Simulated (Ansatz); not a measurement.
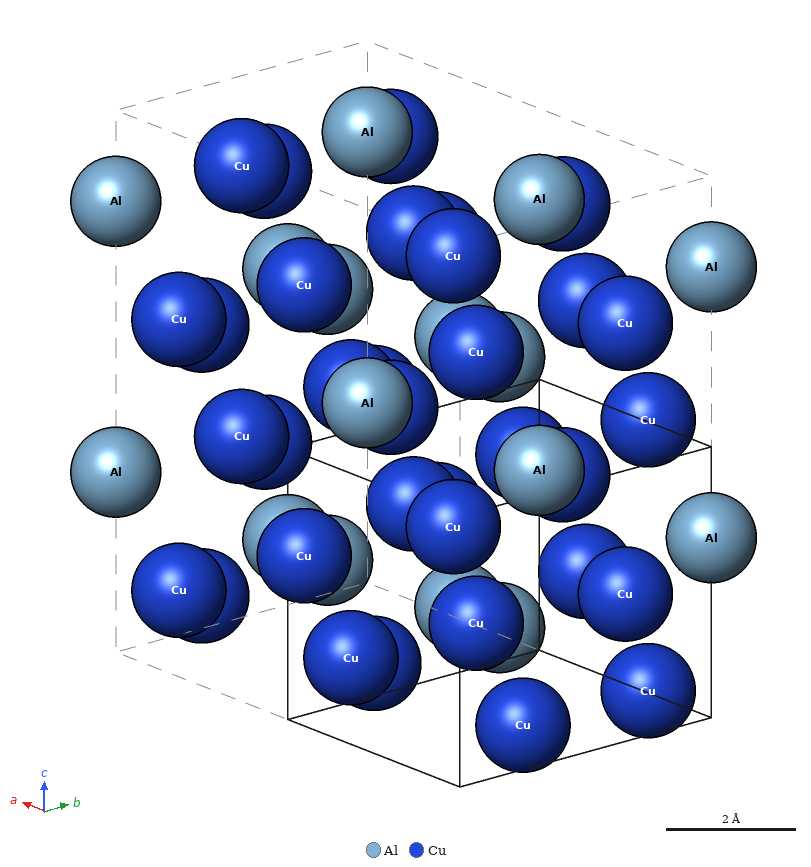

The crystal in a spheres-only representation, seen from a general direction. Solid lines give the conventional unit cell, repeated here 2×1×2 times. Cell: a = 4.176 Å, b = 5.118 Å, c = 4.473 Å, α = 90.00°, β = 90.00°, γ = 90.00°.

- Formula: AlCu₃.
- The lattice is primitive orthorhombic and the space group Pmmn (No. 59).
- One cell contains 2 Al, 6 Cu, 8 atoms in all.
- Al bonds to twelve Cu in an anticuboctahedral arrangement at about 2.6 Å. The coordination shell of Cu holds eight Cu and four Al in an anticuboctahedral arrangement (about 2.6 Å to Cu, 2.6 Å to Al).

Starting structure: a structure listed in the Materials Project. It was relaxed with Ansatz 0.2.0, DFT PBEsol, scalar-relativistic, plane waves, PAW.
